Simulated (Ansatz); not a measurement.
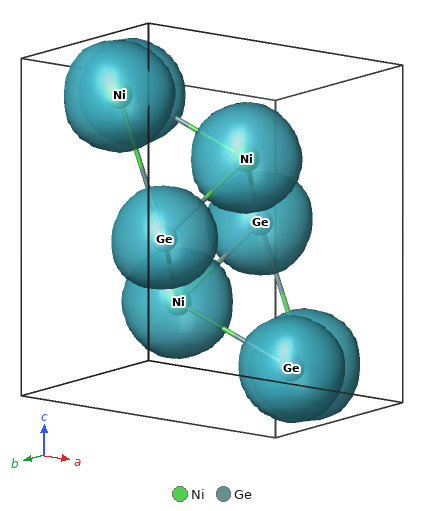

Figure. NiGe. Isosurface of the valence pseudo-density at 0.6 e/Å³ (cyan), seen at an oblique angle. Sticks mark near contacts.

Space group Pnma; changed on purpose from its base cell (volume × 0.97, shape and atoms relaxed); computed pressure about 5 GPa in this cell; computed without spin polarisation.

The calculation used DFT PBEsol, scalar-relativistic, plane waves, PAW (Ansatz 0.2.0).

The density is the valence pseudo-density of a PAW calculation; it isn't the true density close to the nuclei.

Which contacts does the surface bridge?

Answer. At this value the density breaks into separate islands; it holds about 80 % of the electrons treated as valence (semicore included). It bridges none of the near contacts. It is pinched off along the sampled Ni–Ge (2.31 Å), Ni–Ge (2.36 Å), Ni–Ge (2.41 Å) and Ni–Ge (2.46 Å) contacts. On the grid the lowest density along these lines, outside the cores, is 0.5 e/Å³ (Ni–Ge, 2.31 Å), 0.46 e/Å³ (Ni–Ge, 2.36 Å), 0.41 e/Å³ (Ni–Ge, 2.41 Å) and 0.39 e/Å³ (Ni–Ge, 2.46 Å).

Does the calculation make it a metal, or give it a gap?

Answer. It is metallic or semimetallic at this level of theory: no gap opens.
